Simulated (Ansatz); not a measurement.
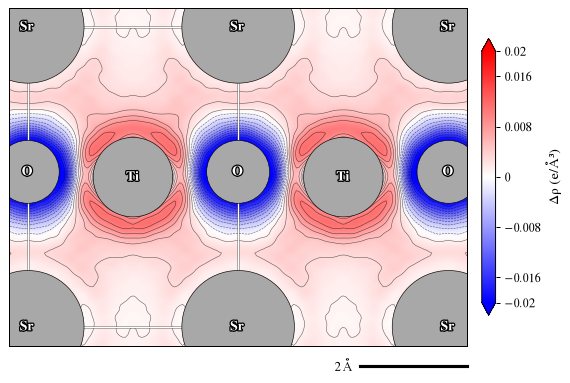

SrTiO3. Difference of the valence pseudo-densities of two functionals at the same geometry, on the (011) plane of the calculation cell: PBE less r2SCAN.

Space group P4mm; a structure generated by program, which may or may not match a known phase; computed without spin polarisation.

Both computed with Ansatz (plane waves, PAW), on the same k-point mesh. Grey discs cover the atomic cores.

What does the difference map show?

Against r2SCAN, PBE gives more density around Ti (+0.004 e/Å³ on average at 1.1 Å from the nucleus) and less density around O (−0.015 e/Å³ on average at 0.7 Å from the nucleus).
